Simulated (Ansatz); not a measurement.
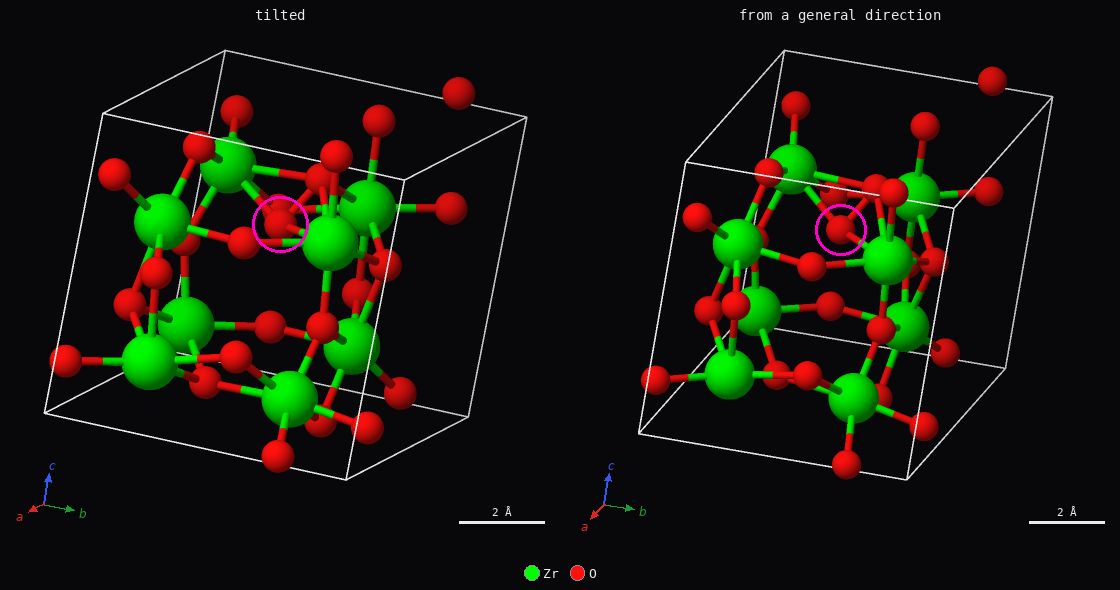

Ball-and-stick representation of a periodic structure, projected slightly off an axis and from a general direction. The parallelepiped is the supercell. The host is ZrO2, in a cell of 24 sites, and the cell is neutral. A ring marks the defect's site.

> Spot the defect.

An interstitial oxygen atom. It is bonded to two Zr and one O (about 2.1 to 2.2 Å to Zr, 1.5 Å to O). Not all metal-metal contacts are counted.

The atoms were relaxed in the host's cell with DFT PBE, scalar-relativistic, plane waves, PAW in Ansatz.
